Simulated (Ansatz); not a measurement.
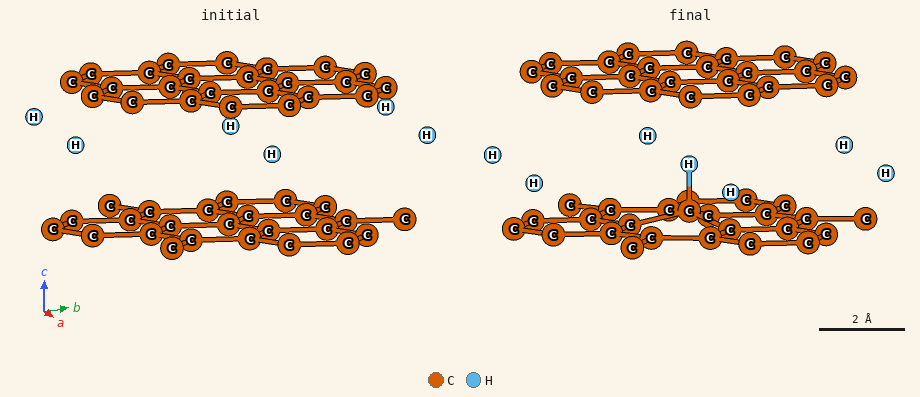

The structure of a slab of composition HC₂₄ (cut from the R-3m phase) before (left) and after (right) a constrained relaxation, at one scale.

Style: ball-and-stick. Shown: the atoms within 5.0 Å of the atom that moves most (axes of the 2 × 2 repeat of the cell, outlined in the plane, without the vacuum (origin shifted)), slightly off an axis.

Case: H put near a hollow C-C site. The slab is the (0 0 1) face of C with H on it. 8 atoms are held fixed.

These are results of Ansatz 0.2.0, DFT PBE+D3(BJ), scalar-relativistic, plane waves, PAW, not measurements. (plane-wave cutoff 420 eV; k-point mesh 6 × 6 × 1; occupations gaussian; smearing width 0.05 eV; collinear spin; dipole correction; atoms relaxed in a fixed cell; force threshold 0.02 eV/Å; at most 70 steps)

Describe what moved and what it gained.

Answer. The run was cut off at its time limit before the relaxation converged, so the last structure is only a point on the way. The largest move is that of the H atom, 0.92 Å along the normal (−c). Largest moves by element: H 0.92 Å, C 0.33 Å. The cell stays as it was. Some distances before and after: C–H 2.371 → 1.124 Å, C–C 1.423 → 1.481 Å, C–C 1.423 → 1.406 Å, C–C 1.423 → 1.434 Å. New bonds form, among them: C–H (2.37 → 1.12 Å). Bond angles that change, for instance: C–C–C 120.0° → 115.9°. The energy falls by 1.979 eV per cell of the calculation in 8 accepted moves (9 points after the start). The largest force component goes from 1.8 to 0.021 eV/Å. The line search rejected the trial step at point 6 of the run. The program noted that the starting moments weren't kept. Cost: 14 min on 4 threads of Arm Neoverse V2 (shared host), peak memory 2.1 GiB.

Limits of the set-up: the periodic images lie only 4.9 Å apart, so the values are limited by the cell's size.
